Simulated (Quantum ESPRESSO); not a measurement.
## Single-point calculation of SiC

The run: single-point calculation of SiC (2 atoms in the cell). Method and program: Kohn-Sham DFT of a periodic cell, PBE, SSSP 1.3 efficiency PBE, no spin polarisation (Quantum ESPRESSO 7.5).

The structure derives from an entry of the Crystallography Open Database. The volume is scaled by 1.02.

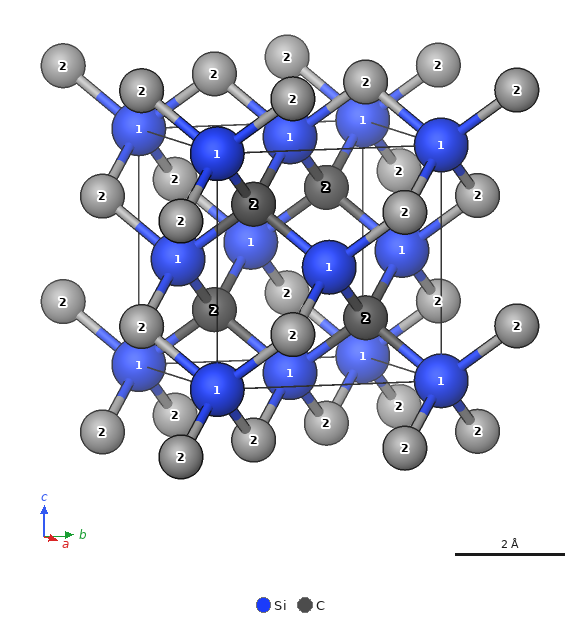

Figure 1. The input geometry (ball-and-stick view of the cell 4 times as large as that of the calculation, set on its symmetry axes, seen slightly off an axis; neighbours outside the cell are drawn fainter; atoms are numbered from 1 in the order of the input).

Input file:
```
&CONTROL
  calculation = 'scf'
  prefix = 'pwscf'
  outdir = './tmp'
  pseudo_dir = './pseudo'
  tprnfor = .true.
  tstress = .true.
  disk_io = 'nowf'
/
&SYSTEM
  ibrav = 0
  nat = 2
  ntyp = 2
  ecutwfc = 55
  ecutrho = 440
  nbnd = 9
  occupations = 'smearing'
  smearing = 'fd'
  degauss = 0.00367493
/
&ELECTRONS
  conv_thr = 4d-10
  electron_maxstep = 120
  mixing_beta = 0.5
/
ATOMIC_SPECIES
Si    28.0850 Si.pbe-n-rrkjus_psl.1.0.0.UPF
C     12.0110 C.pbe-n-kjpaw_psl.1.0.0.UPF
CELL_PARAMETERS angstrom
   0.0000000000    2.1934308841    2.1934308841
   2.1934308841    0.0000000000    2.1934308841
   2.1934308841    2.1934308841    0.0000000000
ATOMIC_POSITIONS crystal
Si     0.0000000000    0.0000000000    0.0000000000
C      0.7500000000    0.7500000000    0.7500000000
K_POINTS automatic
10 10 10 0 0 0
```

Run on 1 thread of Intel Xeon (Granite Rapids), 192 GiB of memory available, shared host.

Launched with:
```bash
OMP_NUM_THREADS=1 pw.x -in pw.in > pw.out
```

Output:
```
This program is part of the open-source Quantum ESPRESSO suite
     for quantum simulation of materials; please cite
         "P. Giannozzi et al., J. Phys.:Condens. Matter 21 395502 (2009);
         "P. Giannozzi et al., J. Phys.:Condens. Matter 29 465901 (2017);
         "P. Giannozzi et al., J. Chem. Phys. 152 154105 (2020);
          URL
     in publications or presentations arising from this work. More details at

     file C.pbe-n-kjpaw_psl.1.0.0.UPF: wavefunction(s)  2S 2P renormalized
     Message from routine setup:
     using ibrav=0 with symmetry is DISCOURAGED, use correct ibrav instead

     Subspace diagonalization in iterative solution of the eigenvalue problem:
     a serial algorithm will be used

     G-vector sticks info
     --------------------
     sticks:   dense  smooth     PW     G-vecs:    dense   smooth      PW
     Sum        1039     511    163                22219     7799    1411

     Using Slab Decomposition

     bravais-lattice index     =            0
     lattice parameter (alat)  =       5.8619  a.u.
     unit-cell volume          =     142.4290 (a.u.)^3
     number of atoms/cell      =            2
     number of atomic types    =            2
     number of electrons       =         8.00
     number of Kohn-Sham states=            9
     kinetic-energy cutoff     =      55.0000  Ry
     charge density cutoff     =     440.0000  Ry
     scf convergence threshold =      4.0E-10
     mixing beta               =       0.5000
     number of iterations used =            8  plain     mixing
     Exchange-correlation= SLA  PW   PBX  PBC
                           (   1   4   3   4   0   0   0)

     celldm(1)=   5.861892  celldm(2)=   0.000000  celldm(3)=   0.000000
     celldm(4)=   0.000000  celldm(5)=   0.000000  celldm(6)=   0.000000

     crystal axes: (cart. coord. in units of alat)
               a(1) = (   0.000000   0.707107   0.707107 )
               a(2) = (   0.707107   0.000000   0.707107 )
               a(3) = (   0.707107   0.707107   0.000000 )

     reciprocal axes: (cart. coord. in units 2 pi/alat)
               b(1) = ( -0.707107  0.707107  0.707107 )
               b(2) = (  0.707107 -0.707107  0.707107 )
               b(3) = (  0.707107  0.707107 -0.707107 )

     PseudoPot. # 1 for Si read from file:
     Si.pbe-n-rrkjus_psl.1.0.0.UPF
     Pseudo is Ultrasoft + core correction, Zval =  4.0
     Generated using "atomic" code by A. Dal Corso  v.5.1
     Using radial grid of 1141 points,  6 beta functions with:
                l(1) =   0
                l(2) =   0
                l(3) =   1
                l(4) =   1
                l(5) =   2
                l(6) =   2
     Q(r) pseudized with 0 coefficients

     PseudoPot. # 2 for C  read from file:
     C.pbe-n-kjpaw_psl.1.0.0.UPF
     Pseudo is Projector augmented-wave + core cor, Zval =  4.0
     Generated using "atomic" code by A. Dal Corso  v.5.1
     Shape of augmentation charge: PSQ
     Using radial grid of 1073 points,  4 beta functions with:
                l(1) =   0
                l(2) =   0
                l(3) =   1
                l(4) =   1
     Q(r) pseudized with 0 coefficients

     atomic species   valence    mass     pseudopotential
     Si                4.00    28.08500     Si( 1.00)
     C                 4.00    12.01100     C ( 1.00)

     24 Sym. Ops. (no inversion) found

   Cartesian axes

     site n.     atom                  positions (alat units)
         1        Si     tau(   1) = (   0.0000000   0.0000000   0.0000000  )
         2        C      tau(   2) = (   1.0606602   1.0606602   1.0606602  )

     number of k points=    47  Fermi-Dirac smearing, width (Ry)=  0.0037
                       cart. coord. in units 2pi/alat
        k(    1) = (   0.0000000   0.0000000   0.0000000), wk =   0.0020000
        k(    2) = (   0.0707107   0.0707107  -0.0707107), wk =   0.0160000
        k(    3) = (   0.1414214   0.1414214  -0.1414214), wk =   0.0160000
        k(    4) = (   0.2121320   0.2121320  -0.2121320), wk =   0.0160000
        k(    5) = (   0.2828427   0.2828427  -0.2828427), wk =   0.0160000
        k(    6) = (  -0.3535534  -0.3535534   0.3535534), wk =   0.0080000
        k(    7) = (   0.1414214   0.0000000   0.0000000), wk =   0.0120000
        k(    8) = (   0.2121320   0.0707107  -0.0707107), wk =   0.0480000
        k(    9) = (   0.2828427   0.1414214  -0.1414214), wk =   0.0480000
        k(   10) = (   0.3535534   0.2121320  -0.2121320), wk =   0.0480000
        k(   11) = (  -0.2828427  -0.4242641   0.4242641), wk =   0.0480000
        k(   12) = (  -0.2121320  -0.3535534   0.3535534), wk =   0.0480000
        k(   13) = (  -0.1414214  -0.2828427   0.2828427), wk =   0.0480000
        k(   14) = (  -0.0707107  -0.2121320   0.2121320), wk =   0.0480000
        k(   15) = (   0.0000000  -0.1414214   0.1414214), wk =   0.0240000
        k(   16) = (   0.2828427   0.0000000   0.0000000), wk =   0.0120000
        k(   17) = (   0.3535534   0.0707107  -0.0707107), wk =   0.0480000
        k(   18) = (   0.4242641   0.1414214  -0.1414214), wk =   0.0480000
        k(   19) = (  -0.2121320  -0.4949747   0.4949747), wk =   0.0480000
        k(   20) = (  -0.1414214  -0.4242641   0.4242641), wk =   0.0480000
        k(   21) = (  -0.0707107  -0.3535534   0.3535534), wk =   0.0480000
        k(   22) = (   0.0000000  -0.2828427   0.2828427), wk =   0.0240000
        k(   23) = (   0.4242641   0.0000000   0.0000000), wk =   0.0120000
        k(   24) = (   0.4949747   0.0707107  -0.0707107), wk =   0.0480000
        k(   25) = (  -0.1414214  -0.5656854   0.5656854), wk =   0.0480000
        k(   26) = (  -0.0707107  -0.4949747   0.4949747), wk =   0.0480000
        k(   27) = (  -0.0000000  -0.4242641   0.4242641), wk =   0.0240000
        k(   28) = (   0.5656854   0.0000000   0.0000000), wk =   0.0120000
        k(   29) = (  -0.0707107  -0.6363961   0.6363961), wk =   0.0480000
        k(   30) = (   0.0000000  -0.5656854   0.5656854), wk =   0.0240000
        k(   31) = (  -0.7071068   0.0000000   0.0000000), wk =   0.0060000
        k(   32) = (   0.2828427   0.1414214   0.0000000), wk =   0.0480000
        k(   33) = (   0.3535534   0.2121320  -0.0707107), wk =   0.0960000
        k(   34) = (  -0.2828427  -0.4242641   0.5656854), wk =   0.0960000
        k(   35) = (  -0.2121320  -0.3535534   0.4949747), wk =   0.0480000
        k(   36) = (   0.4242641   0.1414214  -0.0000000), wk =   0.0480000
        k(   37) = (  -0.2121320  -0.4949747   0.6363961), wk =   0.0960000
        k(   38) = (  -0.1414214  -0.4242641   0.5656854), wk =   0.0960000
        k(   39) = (  -0.0707107  -0.3535534   0.4949747), wk =   0.0960000
        k(   40) = (   0.0000000  -0.2828427   0.4242641), wk =   0.0480000
        k(   41) = (  -0.1414214  -0.5656854   0.7071068), wk =   0.0480000
        k(   42) = (  -0.0707107  -0.4949747   0.6363961), wk =   0.0960000
        k(   43) = (  -0.0000000  -0.4242641   0.5656854), wk =   0.0480000
        k(   44) = (  -0.7071068   0.1414214   0.0000000), wk =   0.0240000
        k(   45) = (  -0.1414214  -0.4242641   0.7071068), wk =   0.0480000
        k(   46) = (  -0.0707107  -0.3535534   0.6363961), wk =   0.0480000
        k(   47) = (  -0.7071068   0.2828427   0.0000000), wk =   0.0240000

     Dense  grid:    22219 G-vectors     FFT dimensions: (  40,  40,  40)

     Smooth grid:     7799 G-vectors     FFT dimensions: (  27,  27,  27)

     Initial potential from superposition of free atoms

     starting charge       7.9994, renormalised to       8.0000
     Starting wfcs are    8 randomized atomic wfcs +    1 random wfcs
     Checking if some PAW data can be deallocated...

     Self-consistent Calculation

     iteration #  1     ecut=    55.00 Ry     beta= 0.50
     Davidson diagonalization with overlap
     ethr =  1.00E-02,  avg # of iterations =  5.4

     total energy              =     -29.78394422 Ry
     estimated scf accuracy    <       0.43244453 Ry

     iteration #  2     ecut=    55.00 Ry     beta= 0.50
     Davidson diagonalization with overlap
     ethr =  5.41E-03,  avg # of iterations =  1.7

     total energy              =     -29.88955908 Ry
     estimated scf accuracy    <       0.02635642 Ry

     iteration #  3     ecut=    55.00 Ry     beta= 0.50
     Davidson diagonalization with overlap
     ethr =  3.29E-04,  avg # of iterations =  2.2

     total energy              =     -29.89302204 Ry
     estimated scf accuracy    <       0.00332491 Ry

     iteration #  4     ecut=    55.00 Ry     beta= 0.50
     Davidson diagonalization with overlap
     ethr =  4.16E-05,  avg # of iterations =  2.0

     total energy              =     -29.89318316 Ry
     estimated scf accuracy    <       0.00035079 Ry

     iteration #  5     ecut=    55.00 Ry     beta= 0.50
     Davidson diagonalization with overlap
     c_bands:  1 eigenvalues not converged
     ethr =  4.38E-06,  avg # of iterations =  3.9

     total energy              =     -29.89323889 Ry
     estimated scf accuracy    <       0.00000573 Ry

     iteration #  6     ecut=    55.00 Ry     beta= 0.50
     Davidson diagonalization with overlap
     ethr =  7.16E-08,  avg # of iterations =  2.1

     total energy              =     -29.89324085 Ry
     estimated scf accuracy    <       0.00000012 Ry

     iteration #  7     ecut=    55.00 Ry     beta= 0.50
     Davidson diagonalization with overlap
     ethr =  1.51E-09,  avg # of iterations =  2.1

     total energy              =     -29.89324088 Ry
     estimated scf accuracy    <       0.00000007 Ry

     iteration #  8     ecut=    55.00 Ry     beta= 0.50
     Davidson diagonalization with overlap
     ethr =  8.77E-10,  avg # of iterations =  2.0

     total energy              =     -29.89324089 Ry
     estimated scf accuracy    <          1.8E-09 Ry

     iteration #  9     ecut=    55.00 Ry     beta= 0.50
     Davidson diagonalization with overlap
     ethr =  2.24E-11,  avg # of iterations =  2.4

     total energy              =     -29.89324089 Ry
     estimated scf accuracy    <          4.3E-10 Ry

     iteration # 10     ecut=    55.00 Ry     beta= 0.50
     Davidson diagonalization with overlap
     ethr =  5.43E-12,  avg # of iterations =  2.0

     End of self-consistent calculation

          k = 0.0000 0.0000 0.0000 (   941 PWs)   bands (ev):

    -6.0331   9.2225   9.2225   9.2225  15.2261  16.3923  16.3923  16.3923
    23.6094

          k = 0.0707 0.0707-0.0707 (   953 PWs)   bands (ev):

    -5.8409   8.2149   9.0891   9.0891  15.5150  16.6325  16.6325  16.6425
    22.6855

          k = 0.1414 0.1414-0.1414 (   968 PWs)   bands (ev):

    -5.2729   6.1118   8.7830   8.7830  15.2499  16.9955  16.9955  17.8245
    22.0291

          k = 0.2121 0.2121-0.2121 (   974 PWs)   bands (ev):

    -4.3652   3.8270   8.4679   8.4679  14.8410  16.8845  16.8845  18.8236
    22.8149

          k = 0.2828 0.2828-0.2828 (   990 PWs)   bands (ev):

    -3.2462   1.8056   8.2498   8.2498  14.5678  16.5297  16.5297  19.1510
    24.7230

          k =-0.3536-0.3536 0.3536 (   978 PWs)   bands (ev):

    -2.5400   0.7883   8.1734   8.1734  14.4755  16.3692  16.3692  19.1716
    25.1843

          k = 0.1414 0.0000 0.0000 (   957 PWs)   bands (ev):

    -5.7768   8.4592   8.7541   8.7541  15.5678  16.0425  17.0887  17.0887
    21.2860

          k = 0.2121 0.0707-0.0707 (   968 PWs)   bands (ev):

    -5.3337   6.8208   8.3282   8.5980  15.2384  16.4227  17.7075  17.7108
    20.5477

          k = 0.2828 0.1414-0.1414 (   970 PWs)   bands (ev):

    -4.5362   4.6434   7.9914   8.2275  14.9497  16.6775  17.8247  18.0753
    21.3792

          k = 0.3536 0.2121-0.2121 (   983 PWs)   bands (ev):

    -3.4671   2.5424   7.7853   7.8364  14.7113  16.3276  17.4147  19.1280
    22.5603

          k =-0.2828-0.4243 0.4243 (   980 PWs)   bands (ev):

    -2.4952   1.0739   7.4295   7.8885  14.6878  16.0807  16.9901  19.7921
    23.9791

          k =-0.2121-0.3536 0.3536 (   982 PWs)   bands (ev):

    -2.7525   1.4335   7.2474   8.1280  14.9017  16.1436  16.8187  19.7764
    24.1646

          k =-0.1414-0.2828 0.2828 (   969 PWs)   bands (ev):

    -3.8444   3.2124   7.2897   8.4961  15.2563  16.5435  16.9086  19.1141
    22.0337

          k =-0.0707-0.2121 0.2121 (   971 PWs)   bands (ev):

    -4.8396   5.3640   7.5879   8.8875  15.6799  16.8454  16.9647  18.1657
    20.8963

          k = 0.0000-0.1414 0.1414 (   961 PWs)   bands (ev):

    -5.5232   7.2744   8.2350   9.1387  15.9511  16.3091  16.6963  17.6582
    21.2775

          k = 0.2828 0.0000 0.0000 (   978 PWs)   bands (ev):

    -5.0184   6.8217   7.7915   7.7915  14.1013  16.1689  18.6933  18.6933
    19.9319

          k = 0.3536 0.0707-0.0707 (   981 PWs)   bands (ev):

    -4.3439   5.3074   7.3344   7.3801  13.6252  15.9367  18.7424  19.2741
    21.2130

          k = 0.4243 0.1414-0.1414 (   986 PWs)   bands (ev):

    -3.3684   3.4257   6.6361   7.1938  13.4917  16.6838  18.5735  19.0859
    22.4938

          k =-0.2121-0.4950 0.4950 (   982 PWs)   bands (ev):

    -2.3164   1.8117   5.9670   7.2638  13.5639  17.3095  18.5774  19.3565
    22.8984

          k =-0.1414-0.4243 0.4243 (   983 PWs)   bands (ev):

    -2.0881   1.5135   5.5302   7.5737  13.9810  17.3257  18.1463  20.2212
    23.2733

          k =-0.0707-0.3536 0.3536 (   982 PWs)   bands (ev):

    -3.0220   2.8610   5.4505   8.0574  14.7418  17.3164  17.8584  19.3245
    21.8431

          k = 0.0000-0.2828 0.2828 (   973 PWs)   bands (ev):

    -4.0603   4.4475   6.0395   8.5741  15.6812  17.0625  17.4682  18.2224
    20.6767

          k = 0.4243 0.0000 0.0000 (   990 PWs)   bands (ev):

    -3.7980   4.8655   6.8845   6.8845  12.3578  14.7615  20.5585  20.5585
    21.4071

          k = 0.4950 0.0707-0.0707 (   993 PWs)   bands (ev):

    -2.9450   3.6592   6.1063   6.6247  12.0767  14.7667  20.6289  20.9617
    22.7554

          k =-0.1414-0.5657 0.5657 (   994 PWs)   bands (ev):

    -1.9460   2.4542   4.9288   6.6435  12.3211  16.0593  20.4201  20.5957
    23.1142

          k =-0.0707-0.4950 0.4950 (   981 PWs)   bands (ev):

    -1.4222   1.9361   4.0627   6.9365  12.8205  17.7939  19.9576  20.4380
    22.2464

          k =-0.0000-0.4243 0.4243 (   991 PWs)   bands (ev):

    -2.0423   2.5265   4.0376   7.4514  13.6471  18.4385  19.0795  19.8438
    22.6017

          k = 0.5657 0.0000 0.0000 (   990 PWs)   bands (ev):

    -2.2403   2.8033   6.2803   6.2803  11.0549  13.7929  22.2353  22.2353
    23.0483

          k =-0.0707-0.6364 0.6364 (   983 PWs)   bands (ev):

    -1.4287   1.9659   5.4431   6.2194  11.2264  14.1721  22.3167  22.3392
    23.4157

          k = 0.0000-0.5657 0.5657 (   989 PWs)   bands (ev):

    -1.0484   1.8435   4.1760   6.4501  11.9203  15.8274  21.5198  21.9471
    22.4509

          k =-0.7071 0.0000 0.0000 (   982 PWs)   bands (ev):

    -1.1094   1.4838   6.0710   6.0710  10.5967  13.4772  23.0092  23.0092
    23.7442

          k = 0.2828 0.1414 0.0000 (   975 PWs)   bands (ev):

    -4.7745   5.7937   7.1921   8.4474  14.9503  16.6633  17.6913  18.2717
    20.6910

          k = 0.3536 0.2121-0.0707 (   977 PWs)   bands (ev):

    -3.8840   4.0274   6.5079   8.0479  14.8357  16.7685  17.7541  18.6201
    21.5747

          k =-0.2828-0.4243 0.5657 (   982 PWs)   bands (ev):

    -2.7959   2.1889   6.2746   7.6065  14.6690  16.2815  18.3479  19.3218
    22.6696

          k =-0.2121-0.3536 0.4950 (   976 PWs)   bands (ev):

    -2.1221   1.2410   6.2306   7.4141  14.6084  16.0681  18.3056  20.1514
    23.1651

          k = 0.4243 0.1414-0.0000 (   989 PWs)   bands (ev):

    -3.5767   4.3254   6.2294   7.1151  13.3036  15.7162  18.7479  20.3498
    22.0023

          k =-0.2121-0.4950 0.6364 (   985 PWs)   bands (ev):

    -2.5679   2.9602   5.4383   6.6467  13.4857  16.5813  18.3513  20.6636
    22.7038

          k =-0.1414-0.4243 0.5657 (   979 PWs)   bands (ev):

    -1.6999   1.8507   4.8763   6.5692  13.7756  17.2110  18.9804  20.4907
    22.2327

          k =-0.0707-0.3536 0.4950 (   984 PWs)   bands (ev):

    -1.9454   2.1750   4.6077   6.9154  14.2474  17.0679  19.2415  20.1037
    22.1584

          k = 0.0000-0.2828 0.4243 (   989 PWs)   bands (ev):

    -2.9459   3.3279   5.0233   7.5051  14.7634  16.9520  17.9125  19.6853
    21.9247

          k =-0.1414-0.5657 0.7071 (   982 PWs)   bands (ev):

    -2.0736   2.7563   5.6088   5.9532  12.1417  14.8692  20.4202  22.2236
    23.0187

          k =-0.0707-0.4950 0.6364 (   986 PWs)   bands (ev):

    -1.2601   2.1103   4.4502   5.8571  12.7742  16.1631  19.8981  21.9513
    22.6240

          k =-0.0000-0.4243 0.5657 (   991 PWs)   bands (ev):

    -1.2182   2.1792   3.7363   6.2500  13.4622  17.7400  19.5226  20.5043
    22.1235

          k =-0.7071 0.1414 0.0000 (   982 PWs)   bands (ev):

    -1.0374   1.6798   5.4609   5.4697  11.7487  14.5869  21.6121  22.8306
    23.0826

          k =-0.1414-0.4243 0.7071 (   978 PWs)   bands (ev):

    -1.6483   2.5122   4.4462   5.8077  14.1122  17.3562  17.8583  21.3821
    22.3699

          k =-0.0707-0.3536 0.6364 (   982 PWs)   bands (ev):

    -1.1415   2.1705   4.1322   5.4295  14.3453  17.5579  18.9075  19.8442
    22.6114

          k =-0.7071 0.2828 0.0000 (   978 PWs)   bands (ev):

    -0.9110   2.1195   4.5037   4.7175  13.8824  17.1477  19.0882  20.2547
    23.1820

     the Fermi energy is     9.9285 ev

!    total energy              =     -29.89324089 Ry
     estimated scf accuracy    <          2.9E-11 Ry
     smearing contrib. (-TS)   =      -0.00000000 Ry
     internal energy E=F+TS    =     -29.89324089 Ry

     The total energy is F=E-TS. E is the sum of the following terms:
     one-electron contribution =       5.66002456 Ry
     hartree contribution      =       2.34770628 Ry
     xc contribution           =     -10.94251427 Ry
     ewald contribution        =     -20.79351238 Ry
     one-center paw contrib.   =      -6.16494508 Ry

     convergence has been achieved in  10 iterations

     Forces acting on atoms (cartesian axes, Ry/au):

     atom    1 type  1   force =    -0.00000000    0.00000000   -0.00000000
     atom    2 type  2   force =     0.00000000    0.00000000   -0.00000000

     Total force =     0.000000     Total SCF correction =     0.000000

     Computing stress (Cartesian axis) and pressure

          total   stress  (Ry/bohr**3)                   (kbar)     P=       -8.60
  -0.00005845   0.00000000   0.00000000           -8.60        0.00        0.00
   0.00000000  -0.00005845   0.00000000            0.00       -8.60        0.00
   0.00000000   0.00000000  -0.00005845            0.00        0.00       -8.60

=------------------------------------------------------------------------------=
   JOB DONE.
=------------------------------------------------------------------------------=
```

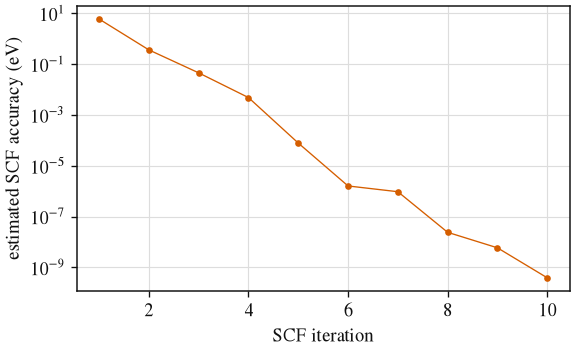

Figure 2. Convergence of the self-consistent field: estimated SCF accuracy against the iteration. The field takes 10 iterations in all.

Results in brief:

| quantity | value |
| --- | --- |
| outcome | converged |
| space group (tolerance 0.01 Å) | F-43m (216) |
| electrons treated | 8 |
| free energy | −406.7183 eV |
| Fermi energy | 9.929 eV |
| gap on the k-point mesh | 1.37 eV |
| pressure | −0.86 GPa |
| largest force (length of the vector) | under 0.001 eV/Å |
| wall time | 8.4 s |
| peak memory | 0.14 GiB |
